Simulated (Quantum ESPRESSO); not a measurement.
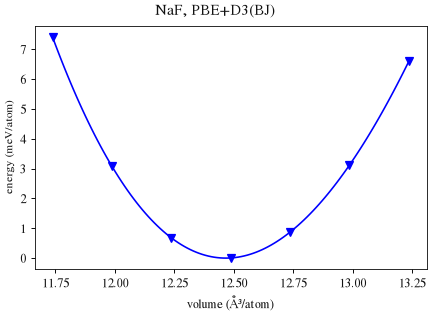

The picture above shows the energy against volume for NaF, space group Fm-3m (No. 225).

Starting cell:
```yaml
crystal:
  lattice:
    - [0.00000, 2.32000, 2.32000]
    - [2.32000, 0.00000, 2.32000]
    - [2.32000, 2.32000, 0.00000]
  atoms:
    - { symbol: Na, position: [0.00000, 0.00000, 0.00000] }
    - { symbol: F, position: [0.50000, 0.50000, 0.50000] }
```

Method: plane-wave DFT, no spin polarisation; energies at scaled volumes of the given cell, shape and fractions fixed, counted from the fit's minimum, third-order Birch-Murnaghan fit (Quantum ESPRESSO 7.5). Level: PBE with D3(BJ).

```tsv
setting	value
k mesh	10×10×10
occupations	Fermi–Dirac
smearing width	0.05 eV
potentials	PseudoDojo 0.4.1 SR PBE standard
wave cutoff	1197 eV
density cutoff	4789 eV
```

This calculation gives: equilibrium volume 12.47 Å³/atom and bulk modulus 49.8 GPa.

Now F is replaced by Cl on all its sites, which gives NaCl in the same structure. The second calculation uses k mesh 8×8×8. What happens?

The equilibrium volume rises from 12.47 to 21.88 Å³/atom (+75 %) and the bulk modulus falls from 49.8 to 27.3 GPa (−45 %).

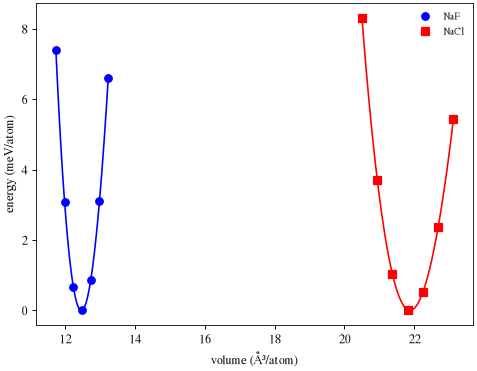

The two results together.

V0 and the bulk modulus come from third-order Birch–Murnaghan fits.
